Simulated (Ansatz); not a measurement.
**Niobium, bcc under PBEsol: ground state and equation of state, part 1 of 2**

What does PBEsol give for niobium in the bcc structure? We relax it, solve it on a dense k-mesh, switch on spin-orbit coupling, then scale the cell to 7 volumes from 88 to 112 % of the relaxed one and try a fit of the equation of state. The start is ferromagnetic. The k-meshes are 13×13×13 for the relaxation; 22×22×22 for the dense run; 13×13×13 for spin-orbit coupling; 22×22×22 for the volumes. It starts from a deposited cell (COD).

Program: Ansatz 0.2.0. Level of theory: DFT PBEsol, plane waves (420 eV) with PAW, scalar-relativistic; PBE-made PAW files. These are calculated values, not measurements.

### Step 1. The structure to begin with

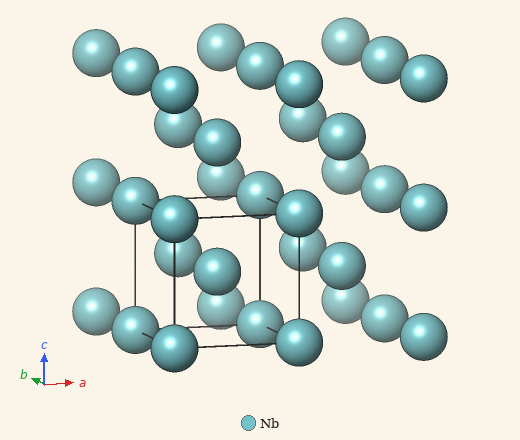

Start, viewed slightly off an axis; niobium teal. 2×2×2 conventional cells are drawn; the run uses a primitive one. Any atoms on the faces are drawn again on the opposite ones.

Coordinates:

```xyz
1
Lattice="-1.6502 1.6502 1.6502 1.6502 -1.6502 1.6502 1.6502 1.6502 -1.6502" Properties=species:S:1:pos:R:3 pbc="T T T"
Nb    0.0000    0.0000    0.0000
```

Starting moments (μB): +1.

### Step 2. Relaxation of the cell

File input.yaml:

```yaml
crystal:
  lattice:
    - [-1.6502, 1.6502, 1.6502]
    - [1.6502, -1.6502, 1.6502]
    - [1.6502, 1.6502, -1.6502]
  atoms:
    - { symbol: Nb, position: [0.0, 0.0, 0.0], spin: 1.0 }
hamiltonian:
  xc: pbesol
  pseudopotentials:
    kind: paw
    azcp:
      Nb: "pseudopotentials/Nb.paw.azcp"
basis:
  ecutwfc: 420
  fft_grid_basis: typed
kpoints:
  mp_grid: { grid: [13, 13, 13], shift: [0, 0, 0] }
magnetization:
  spin_polarized: true
scf:
  occupations: { method: fermi_dirac, width: 0.05 }
relax:
  max_steps: 60
  f_tol: 0.01
  cell: {}
```

Output:

```text
Warning: <dir> the record states the generating functional pbe (its physics header spells it `PBE`), which answers neither for hamiltonian.xc's functional nor for the pbesol family's — results may be inconsistent (PPs are generated against a specific XC)
Warning: RAYON_NUM_THREADS=4 ignored (pool sized by the plan → 4); use --threads N
Engine: ansatz 0.2.0, aarch64-unknown-linux-gnu
Pseudopotentials: kind: paw
Pseudopotential: Nb, paw, valence charge 13, recommended cutoff 420 eV (normal), <dir>
Functional definition: PBEsol
  exchange = pbesol_x
  correlation = pbesol_c
Crystal: 1 atoms, lattice volume = 17.975 Å³
Basis set: ecut = 420 eV, 369 PW (Γ), exchange–correlation on 40×40×40 points (8 copies of the dense FFT grid, shifted against one another)
Bands: 11, of which v1, the nominal top of the filled ones, is band 7 counted from 1 (6 counted from 0)
Symmetry: 48 space group operations
Space group: Im-3m (ITA 229), of the structure as read, at distance tolerance 2.6e-5 Å
Magnetic group: BNS 229.140 (UNI 1642), of the structure as read, at distance tolerance 2.6e-5 Å
k-points: 84 of 2197
Non-local potential: Nb, projectors of the file, l = 0: 3, l = 1: 2, l = 2: 2, l = 3: 1
PAW form: soft (Blöchl's): semilocal exchange-correlation on the pseudo side does not see the compensation charge
PAW frozen core: Nb, regenerated for the run's functional, and the local potential with it (the file was generated under x = pbe(κ = 0.804, μ = 0.2195149727645171), c = pbe(β = 0.06672455060314922))
PAW one-centre angular grid: Nb, 590 points (default); XC on 64 Gauss nodes
Initial density: superposition of atomic densities (chi_scale 0.1, normalization cell)
Starting moments: Σ|m| = 1 μB on 1 of 1 site
Initial wavefunctions: pseudopotential atomic-orbital guess
Functional: x = pbesol(κ = 0.804, μ = 0.12345679012345678), c = pbesol(β = 0.046)
SCF iter   1: F=—  HF=-4495.810836 eV  |F-HF|=—  |Δ(HF+E_count)|=         —  Δρ=5.24e-2 (↑5.24e-2 ↓2.91e-2)  dr2=1.19e0  dr2_m=5.06e-2  M=0.557 μB ∫|m|=0.557 μB  β_m=0.30  ethr=3.10e-3  ⟨swp⟩=5.0  Hψ=10449  notcnv=0
Mixer restart at iter 1: flushing history
preconditioner: auto → none  [metal: Δε(μ)=0.020 eV  Ē_g=7.978 eV  σ=0.050 eV  W_gap=0.10  n_scr=0 (ndim 8)  ℏωp=19.6 eV  f_vac=0.000  D(μ)=1.21/eV (n_scr^D=12)]
SCF iter   2: F=—  HF=-4495.460053 eV  |F-HF|=—  |Δ(HF+E_count)|=   3.51e-1  Δρ=3.18e-2 (↑3.18e-2 ↓1.72e-2)  dr2=3.12e-1  dr2_m=3.07e-2  M=0.500 μB ∫|m|=0.500 μB  β_m=0.46  ethr=3.10e-3  ⟨swp⟩=2.9  Hψ=4642  notcnv=0  defer=21
SCF iter   3: F=—  HF=-4495.402755 eV  |F-HF|=—  |Δ(HF+E_count)|=   5.73e-2  Δρ=1.02e-2 (↑1.02e-2 ↓9.49e-3)  dr2=8.58e-3  dr2_m=1.04e-2  M=0.363 μB ∫|m|=0.363 μB  β_m=0.72  ethr=2.40e-3  ⟨swp⟩=2.8  Hψ=3466  notcnv=0  defer=21
SCF iter   4: F=—  HF=-4495.455572 eV  |F-HF|=—  |Δ(HF+E_count)|=         —  Δρ=7.74e-3 (↑7.74e-3 ↓7.59e-3)  dr2=6.29e-5  dr2_m=9.65e-3  M=0.082 μB ∫|m|=0.082 μB  β_m=0.72  ethr=6.60e-5  ⟨swp⟩=1.6  Hψ=3000  notcnv=0  defer=21
Mixer restart at iter 4: flushing history
SCF iter   5: F=—  HF=-4495.457089 eV  |F-HF|=—  |Δ(HF+E_count)|=   1.52e-3  Δρ=3.46e-3 (↑3.41e-3 ↓3.46e-3)  dr2=8.37e-6  dr2_m=1.94e-3  M=0.039 μB ∫|m|=0.039 μB  β_m=0.86  ethr=4.84e-7  ⟨swp⟩=2.0  Hψ=2957  notcnv=0  defer=21
SCF iter   6: F=—  HF=-4495.457967 eV  |F-HF|=—  |Δ(HF+E_count)|=   8.78e-4  Δρ=2.82e-4 (↑2.16e-4 ↓2.82e-4)  dr2=2.32e-5  dr2_m=5.50e-6  M=0.003 μB ∫|m|=0.003 μB  β_m=0.79  ethr=6.44e-8  ⟨swp⟩=3.1  Hψ=3831  notcnv=0  defer=21
SCF iter   7: F=—  HF=-4495.457965 eV  |F-HF|=—  |Δ(HF+E_count)|=   2.34e-6  Δρ=1.07e-4 (↑1.07e-4 ↓9.82e-5)  dr2=1.03e-6  dr2_m=1.49e-6  M=0.002 μB ∫|m|=0.002 μB  β_m=0.84  ethr=6.44e-8  ⟨swp⟩=2.0  Hψ=2955  notcnv=0  defer=21
SCF iter   8: F=—  HF=-4495.457968 eV  |F-HF|=—  |Δ(HF+E_count)|=   2.51e-6  Δρ=2.23e-5 (↑2.19e-5 ↓2.23e-5)  dr2=1.95e-8  dr2_m=7.61e-8  M=0.000 μB ∫|m|=0.000 μB  β_m=0.92  ethr=7.91e-9  ⟨swp⟩=2.2  Hψ=2868  notcnv=0  defer=21
SCF iter   9: F=—  HF=-4495.457968 eV  |F-HF|=—  |Δ(HF+E_count)|=   1.38e-7  Δρ=2.17e-6 (↑1.95e-6 ↓2.17e-6)  dr2=2.81e-10  dr2_m=6.34e-10  M=0.000 μB ∫|m|=0.000 μB  β_m=0.96  ethr=1.50e-10  ⟨swp⟩=2.0  Hψ=2963  notcnv=0  defer=21
SCF iter  10: F=—  HF=-4495.457968 eV  |F-HF|=—  |Δ(HF+E_count)|=  9.79e-10  Δρ=9.47e-8 (↑9.47e-8 ↓7.12e-8)  dr2=6.97e-13  dr2_m=9.62e-13  M=0.000 μB ∫|m|=0.000 μB  β_m=0.98  ethr=2.16e-12  ⟨swp⟩=2.0  Hψ=2969  notcnv=0  defer=21
SCF iter  11: F=-4495.457968 eV  HF=-4495.457968 eV  |F-HF|=9.09e-13  |Δ(HF+E_count)|=  1.82e-12  Δρ=1.76e-8 (↑8.55e-9 ↓1.76e-8)  dr2=1.04e-13  dr2_m=5.47e-15  M=-0.000 μB ∫|m|=0.000 μB  ethr=1.00e-12  ⟨swp⟩=1.0  Hψ=4368  notcnv=0
WARN: the starting moments were not kept: the SCF closed with an absolute magnetisation of 6.4e-8 μB, where they sum to 1 μB in size (1 site). That is at most 0.1 of that sum. Measured as dr2_m measures the in/out step, that magnetisation stands 9.4e-16 eV from none, at or under the dr2_threshold of 1.0e-7 eV: it is no larger than a step whose dr2_m would equal this threshold. The system may hold no moment; this SCF shows only that its start led to no more than that. To try another start: raise the starting moments (crystal.atoms[].spin, magnetization.per_species, magnetization.initial_magnetization, or on a non-collinear deck that types none of these the spinor_matrix: blocks that start its atoms; where the total moment is fixed, keep their sum and leave initial_magnetization as it is; typed ones take the place of any that the run laid by itself, positive ones on a crystal's lanthanoids without a Hubbard term where scf.initial_density.shell_occupations: [] is typed) or, if the notice of its spin-set hold's release reads "site moments contracting" or "site moments show no strong build", lengthen the hold (scf.mixing.spin_hold: { on: { confirm: 4 } }; for m-r²SCAN on two components see the key's manual first). Each may lead to a state that holds a moment. A second SCF, from the converged charge density, with the starting moments and any scf.initial_density.shell_occupations laid on it anew, would have followed, and was not run: the deck does not ask for one (magnetization.retry_lost_moments is false, the default). To let it run, set magnetization.retry_lost_moments: true and run the deck again, where that key's refused combinations let it; where memory then withholds it, that run's warning says so.
SCF 1 converged in 11 iterations: F = -4495.457968 eV  dr2 = 1.04e-13
relax step   1: F+E_penalty+E_count = -4495.45796772 eV  Δ(F+E_penalty+E_count) = +0.000e0 eV  max|allowed force component| = 0.000e0 eV/Å  Δτ_max = 0.0000 Å  P = -5.033 GPa  Ω = 17.975 Å³  (11 SCF iters, dr2 threshold 1.00e-7 eV, accepted)
[... 18 lines left out ...]
relax step   2: F+E_penalty+E_count = -4495.41259490 eV  Δ(F+E_penalty+E_count) = +4.537e-2 eV  max|allowed force component| = 0.000e0 eV/Å  Δτ_max = 0.0000 Å  P = +15.127 GPa  Ω = 16.258 Å³  energy of the carried Pulay correction = +2.336e-4 eV  (8 SCF iters, dr2 threshold 1.00e-7 eV, rejected (line search))
[... 14 lines left out ...]
relax step   3: F+E_penalty+E_count = -4495.46618027 eV  Δ(F+E_penalty+E_count) = -8.213e-3 eV  max|allowed force component| = 0.000e0 eV/Å  Δτ_max = 0.0000 Å  P = -0.526 GPa  Ω = 17.513 Å³  energy of the carried Pulay correction = +6.059e-5 eV  (9 SCF iters, accepted)
[... 11 lines left out ...]
relax step   4: F+E_penalty+E_count = -4495.46626907 eV  Δ(F+E_penalty+E_count) = -8.881e-5 eV  max|allowed force component| = 0.000e0 eV/Å  Δτ_max = 0.0000 Å  P = -0.009 GPa  Ω = 17.464 Å³  energy of the carried Pulay correction = +6.714e-5 eV  (6 SCF iters, dr2 threshold 1.00e-7 eV, accepted)
[... 10 lines left out ...]
relax step   5: F+E_penalty+E_count = -4495.46620270 eV  Δ(F+E_penalty+E_count) = +6.637e-5 eV  max|allowed force component| = 0.000e0 eV/Å  Δτ_max = 0.0000 Å  P = -0.009 GPa  Ω = 17.464 Å³  stress off target by 9.49e-3 GPa  SCF on the basis re-selected at this cell (its energy is not comparable with the rows above)  (5 SCF iters)
basis re-selected at this cell: Δ(F+E_penalty+E_count) = +6.637e-5 eV, ΔP = -0.000 GPa vs the last step (what re-selecting the basis moved, of the pressure what is left beyond the Pulay correction that the steps carried, after the strain that the cell walked since its last selection, with what the two solves' SCF thresholds leave and, on support functions, any second-order correction that the steps lacked; it is no measure of the basis error at this ecutwfc). This SCF's stress stands 9.49e-3 GPa from its target on what of the cell is left free (relax.cell.stress_tol is 5.00e-2 GPa) and its largest allowed force component is 0.00e0 eV/Å (relax.f_tol is 1.00e-2 eV/Å): within both
SCF converged after 5 iterations
Magnetization: 0.0000 μB (6.5000 up, 6.5000 down)
Absolute magnetization: 0.0000 μB (∫|ρ↑−ρ↓|, with the PAW one-centre terms)
Spin contamination: 0.0000 ħ² per cell (⟨S²⟩ above its minimum at these occupations)
Per-site moments (μB) at R_I (Å): [(2.7501552430676244e-8, 1.167744600660101)]
Free energy (F): -4495.466203 eV
Harris-Foulkes:  -4495.466203 eV  (|F-HF|=1.82e-12)
Internal energy: -4495.457138 eV  (E = F + TS)
E sigma→0 (E₀):  -4495.461670 eV
Entropy (-TS):   -0.009065 eV (-9.065 meV/atom)
Fermi energy:    18.295091 eV
--- Per-component energies (eV) ---
  E_band       = -59.999062
  E_kinetic    = 396.223390
  E_local      = -676.666720  (includes V_loc(G=0)·N_el)
  E_nonlocal   = 121.884105
  E_hartree    = 210.368763
  E_xc         = -174.900342
  E_vxc        = -213.065768  (∫ρ·V_xc dr)
  E_paw        = -3017.911163  (= ΣΔE_a)
  E_vpaw       = -109.111613  (= ΣTr[D̂ρ^β])
  E_aug_tail   = 0.000006  (compensation charges beyond the density's cutoff)
  E_ewald      = -1354.643886
  E_core_change = 0.188709  (= ΣΔE_core)
  E_smearing   = -0.009065  (= −TS)
  E_closure    = -0.000000  (closes the sum)
  Σ components = -4495.466203   (vs F -4495.466203, Δ=0.00e0)
--- Forces (eV/Å), atoms counted from 1 ---
  atom   1  Nb    -0.00000000    -0.00000000     0.00000000
  max |Σ_I F_I| component: 3.08e-33 eV/Å
--- Stress (GPa, compression-positive) ---
       -0.009492       0.000000      -0.000000
       -0.000000      -0.009492       0.000000
       -0.000000       0.000000      -0.009492
  P = ⅓ Tr σ = -0.0095 GPa (-0.095 kbar)
--- Relaxed structure (4 steps of the walk, 3 accepted, 1 SCFs on fresh bases) ---
  F+E_penalty+E_count = -4495.46620270 eV   max|allowed force component| = 0.000e0 eV/Å   (the final SCF, on the basis selected at the relaxed cell)
  cell:  # Å, volume = 17.4642 Å³
    - [-1.634418568571737, 1.634418568571737, 1.634418568571737]
    - [1.634418568571737, -1.634418568571737, 1.634418568571737]
    - [1.634418568571737, 1.634418568571737, -1.634418568571737]
  atoms:
    - { symbol: Nb, position: [0.0, 0.0, 0.0] }
```

Run time: 3.9 s. Hardware: 4 threads of an Arm CPU, shared host; peak memory 0.28 GiB.

Relaxation path:

| step | energy change (meV/atom) | largest force (eV/Å) | pressure (GPa) | volume (Å³/atom) | accepted |
| --- | --- | --- | --- | --- | --- |
| 1 | 0.00 | 0.0000 | -5.03 | 17.975 | yes |
| 2 | 45.37 | 0.0000 | 15.13 | 16.258 | no |
| 3 | -8.21 | 0.0000 | -0.53 | 17.513 | yes |
| 4 | -8.30 | 0.0000 | -0.01 | 17.464 | yes |
| 5 | -8.23 | 0.0000 | -0.01 | 17.464 | yes |

Steps that repeat a cell are solved on a basis chosen anew, so their changes of energy are no gain of the relaxation.

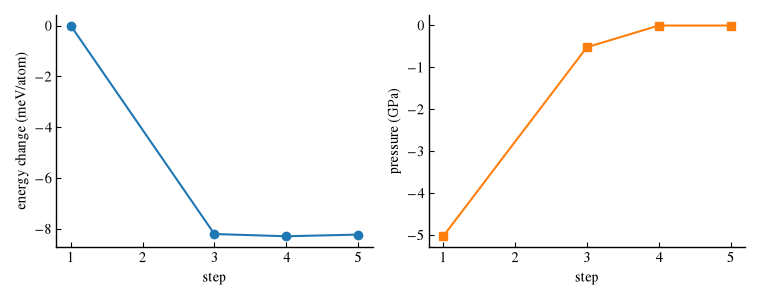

Energy and pressure over the accepted steps.

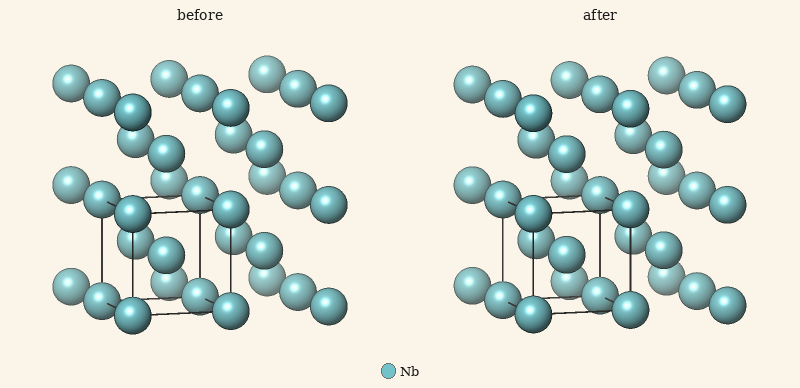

Before and after, at one scale. The cells drawn are those of the first picture.

Changes in the cell that was computed:

|  | before | after | change |
| --- | --- | --- | --- |
| a (Å) | 2.858 | 2.831 | -1.0 % |
| b (Å) | 2.858 | 2.831 | -1.0 % |
| c (Å) | 2.858 | 2.831 | -1.0 % |
| volume (Å³/atom) | 17.975 | 17.464 | -2.8 % |
| shortest distance (Å) | 2.858 | 2.831 | -1.0 % |
| space group (spins left aside) | Im-3m | Im-3m | same |

### Step 3. The energy on a finer k-mesh

File input.yaml:

```yaml
crystal:
  lattice:
    - [-1.6344185686, 1.6344185686, 1.6344185686]
    - [1.6344185686, -1.6344185686, 1.6344185686]
    - [1.6344185686, 1.6344185686, -1.6344185686]
  atoms:
    - { symbol: Nb, position: [0.0, 0.0, 0.0], spin: 1.0 }
hamiltonian:
  xc: pbesol
  pseudopotentials:
    kind: paw
    azcp:
      Nb: "pseudopotentials/Nb.paw.azcp"
basis:
  ecutwfc: 420
  fft_grid_basis: typed
kpoints:
  mp_grid: { grid: [22, 22, 22], shift: [0, 0, 0] }
magnetization:
  spin_polarized: true
scf:
  occupations: { method: fermi_dirac, width: 0.05 }
```

Output, shortened:

```text
Warning: <dir> the record states the generating functional pbe (its physics header spells it `PBE`), which answers neither for hamiltonian.xc's functional nor for the pbesol family's — results may be inconsistent (PPs are generated against a specific XC)
Warning: RAYON_NUM_THREADS=4 ignored (pool sized by the plan → 4); use --threads N
[...]
[... 3 set-up lines as earlier in the session ...]
[...]
Crystal: 1 atoms, lattice volume = 17.464 Å³
Basis set: ecut = 420 eV, 321 PW (Γ)
Bands: 11, of which v1, the nominal top of the filled ones, is band 7 counted from 1 (6 counted from 0)
[... 2 set-up lines as earlier in the session ...]
Magnetic group: BNS 229.140 (UNI 1642), of the structure as read, at distance tolerance 2.6e-5 Å
k-points: 328 of 10648
[...]
Starting moments: Σ|m| = 1 μB on 1 of 1 site
[...]
SCF iter   1: F=—  HF=-4496.047146 eV  |F-HF|=—  |Δ(HF+E_count)|=         —  Δρ=5.97e-2 (↑5.97e-2 ↓3.06e-2)  dr2=1.15e0  dr2_m=1.19e-1  M=0.262 μB ∫|m|=0.262 μB  β_m=0.30  ethr=3.10e-3  ⟨swp⟩=5.0  Hψ=40878  notcnv=0
[...]
SCF iter   9: F=-4495.459227 eV  HF=-4495.459227 eV  |F-HF|=0.00e0  |Δ(HF+E_count)|=  8.64e-11  Δρ=4.78e-8 (↑4.17e-8 ↓4.78e-8)  dr2=2.60e-14  dr2_m=3.09e-13  M=-0.000 μB ∫|m|=0.000 μB  ethr=1.00e-12  ⟨swp⟩=1.0  Hψ=18301  notcnv=0
[...]
WARN: the starting moments were not kept: the SCF closed with an absolute magnetisation of 1.1e-6 μB, where they sum to 1 μB in size (1 site). That is at most 0.1 of that sum. Measured as dr2_m measures the in/out step, that magnetisation stands 1.7e-13 eV from none, at or under the [...]
SCF converged after 9 iterations
Magnetization: -0.0000 μB (6.5000 up, 6.5000 down)
Absolute magnetization: 0.0000 μB (∫|ρ↑−ρ↓|, with the PAW one-centre terms)
Spin contamination: 0.0000 ħ² per cell (⟨S²⟩ above its minimum at these occupations)
Per-site moments (μB) at R_I (Å): [(-5.891931472626242e-7, 1.1677446006802943)]
Free energy (F): -4495.459227 eV
[...]
E sigma→0 (E₀):  -4495.453083 eV
Entropy (-TS):   -0.012287 eV (-12.287 meV/atom)
Fermi energy:    18.271084 eV
[...]
```

Wall time 2.3 s (4 threads of an Arm CPU, shared host); peak memory 0.36 GiB.

### Step 4. With spin-orbit coupling

File input.yaml:

```yaml
crystal:
  lattice:
    - [-1.6344185686, 1.6344185686, 1.6344185686]
    - [1.6344185686, -1.6344185686, 1.6344185686]
    - [1.6344185686, 1.6344185686, -1.6344185686]
  atoms:
    - { symbol: Nb, position: [0.0, 0.0, 0.0], spin: 1.0, spin_axis: [0, 0, 1] }
hamiltonian:
  xc: pbesol
  pseudopotentials:
    kind: paw_fr
    azcp:
      Nb: "pseudopotentials/Nb.paw.azcp"
basis:
  ecutwfc: 420
  fft_grid_basis: typed
kpoints:
  mp_grid: { grid: [13, 13, 13], shift: [0, 0, 0] }
magnetization:
  noncollinear: true
  spin_orbit: true
scf:
  occupations: { method: fermi_dirac, width: 0.05 }
```

Output, shortened:

```text
Warning: <dir> the record states the generating functional pbe (its physics header spells it `PBE`), which answers neither for hamiltonian.xc's functional nor for the pbesol family's — results may be inconsistent (PPs are generated against a specific XC)
Warning: RAYON_NUM_THREADS=4 ignored (pool sized by the plan → 4); use --threads N
[...]
Pseudopotentials: kind: paw_fr
Pseudopotential: Nb, paw_fr, valence charge 13, recommended cutoff 420 eV (normal), <dir>
[... 1 set-up line as earlier in the session ...]
[...]
Crystal: 1 atoms, lattice volume = 17.464 Å³
Basis set: ecut = 420 eV, 321 PW (Γ)
Bands: 22, of which v1, the nominal top of the filled ones, is band 13 counted from 1 (12 counted from 0)
Symmetry: 8 space group operations + 8 with time reversal
Magnetic group: BNS 139.537 (UNI 1197), of the structure as read, at distance tolerance 2.6e-5 Å
k-points: 196 of 2197 (time reversal used)
Projection manifold: j_resolved (fully-relativistic pseudo-atomic orbitals)
[...]
Starting moments: Σ|m| = 1 μB on 1 of 1 site
[...]
SCF iter   1: F=—  HF=-4496.814287 eV  |F-HF|=—  |Δ(HF+E_count)|=         —  Δρ=8.15e-2  dr2=1.22e0  dr2_m=2.66e-1  ethr=3.10e-3  |M|=3.41e-1 ∫|m|=3.41e-1 μB  |m|>n=0.0e0 m-floor=0.0e0 τ_xc=0.0e0 mc-row=0.0e0  β_m=0.30  ⟨swp⟩=6.4  Hψ=22858  notcnv=0  defer=56
[...]
spin-set hold released at iteration 7 (site moments contracting): the magnetisation degrees of freedom join the quasi-Newton model from the next iteration; the mixer history was flushed
[...]
SCF iter  14: F=-4496.446559 eV  HF=-4496.446559 eV  |F-HF|=0.00e0  |Δ(HF+E_count)|=  5.82e-11  Δρ=1.14e-7  dr2=4.70e-15  dr2_m=5.41e-13  ethr=1.00e-12  |M|=6.98e-7 ∫|m|=7.18e-7 μB  |m|>n=0.0e0 m-floor=0.0e0 τ_xc=1.2e-14 mc-row=0.0e0  ⟨swp⟩=2.0  Hψ=7623  notcnv=0
WARN: the starting moments were not kept: the SCF closed with an absolute magnetisation of 7.1e-7 μB, where they sum to 1 μB in size (1 site). That is at most 0.1 of that sum. Measured as dr2_m measures the in/out step, that magnetisation stands 7.5e-14 eV from none, at or under the [...]
SCF converged after 14 iterations
Magnetization: |M| = 0.0000 μB,  M = (-0.0000, +0.0000, -0.0000) μB
Absolute magnetization: 0.0000 μB (∫|m|, with the PAW one-centre terms)
  site 0: m = (-0.0000, -0.0000, -0.0000) μB, |m| = 0.0000 μB  (R = 1.17 Å)
Free energy (F): -4496.446559 eV
[...]
E sigma→0 (E₀):  -4496.442019 eV
Entropy (-TS):   -0.009080 eV (-9.080 meV/atom)
Fermi energy:    18.294178 eV
[...]
```

Run time: 6.1 s. Hardware: 4 threads of an Arm CPU, shared host; peak memory 0.44 GiB.

Side by side:

|  | scalar-relativistic | with spin-orbit coupling |
| --- | --- | --- |
| k-mesh | 22×22×22 | 13×13×13 |
| gap on the mesh | none (levels filled in part) | none (levels filled in part) |
| magnetic state | non-magnetic | non-magnetic |

The meshes differ, so small differences between the columns need not come from spin-orbit coupling.

(Continued in part 2 of 2.)
